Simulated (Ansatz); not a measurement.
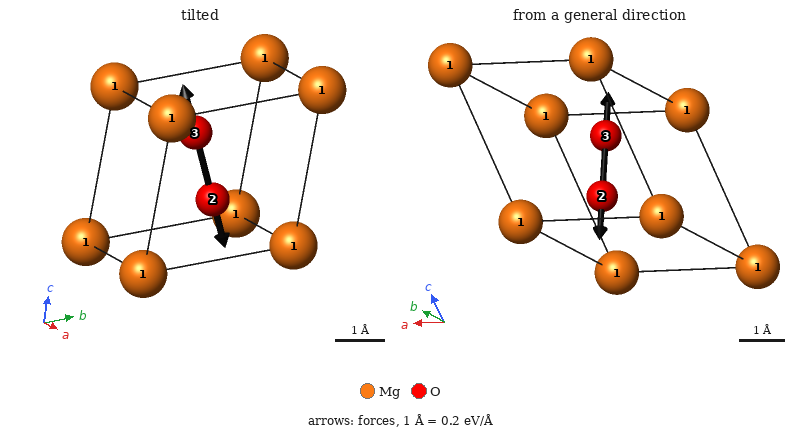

The image is a spheres-only drawing of a crystal, viewed slightly off an axis and from a general direction. Lines trace the edges of the cell (the run's own, in a reduced setting). The arrows are the computed forces on the atoms.

System: MgO2. Electronic-structure method: Ansatz 0.2.0, DFT LDA, scalar-relativistic, plane waves, PAW. Parameters: plane-wave cutoff 420 eV, k-points about 0.19 Å⁻¹ apart, Fermi-Dirac smearing of 0.02 eV, no spin polarisation.

Q: Judging by the arrows, is the geometry relaxed?

A: No. The atoms still feel forces of up to about 0.45 eV/Å, far above a usual threshold of 0.01 to 0.03 eV/Å.

Q: Name the atom under the greatest force.

A: O2 and O3, about 0.45 eV/Å.

Origin of the cell: a structure listed in the Materials Project. Earlier steps of the study may have refined or changed the cell and positions. A calculation with Ansatz used it as input.
